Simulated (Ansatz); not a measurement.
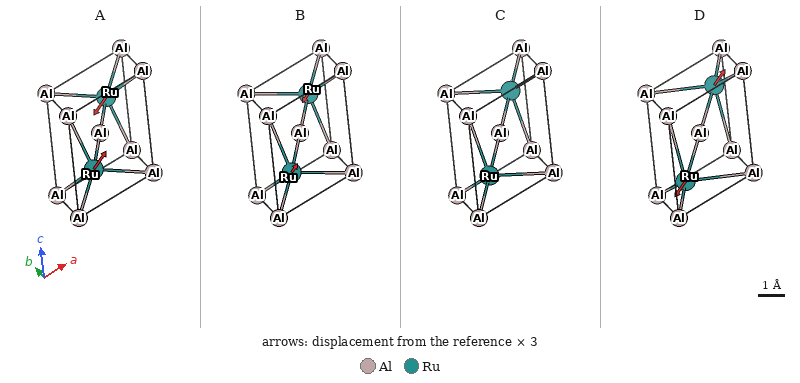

Energy scan for solid AlRu (Pm-3m), in which a normal mode of wave vector (1/2, 1/2, 1/2) of the primitive cell, folded into a doubled cell, (one arbitrary combination within a set of 3 degenerate modes) is frozen in with the cell fixed, the amplitude being the largest displacement of an atom. A ball-and-stick model of the cell of the calculation, seen slightly off an axis. Red arrows: displacements from the reference.

All numbers below come from DFT PBEsol, scalar-relativistic, plane waves, PAW in Ansatz. (plane-wave cutoff 420 eV; k-point mesh 18 × 18 × 18; occupations gaussian; smearing width 0.15 eV; no spin polarisation). Energies (free energies at the smearing named) are counted from the relaxed crystal.

Rank the frames from lowest to highest energy.

Lowest first: C (the amplitude 0.00 Å, 0 meV/cell), B (the amplitude −0.15 Å, 304 meV/cell), D (the amplitude 0.2625 Å, 1081 meV/cell), A (the amplitude −0.30 Å, 1517 meV/cell). Over the whole scan: the harmonic wavenumber of the mode is 188 cm⁻¹, a stable vibration. The lowest computed point lies at the amplitude 0.00 Å (0 meV/cell). The end points stand at 1517 meV/cell (−0.30 Å) and 1517 meV/cell (0.30 Å). The well is symmetric. At the highest point the shortest interatomic distance is 2.38 Å, against 2.58 Å in the reference.
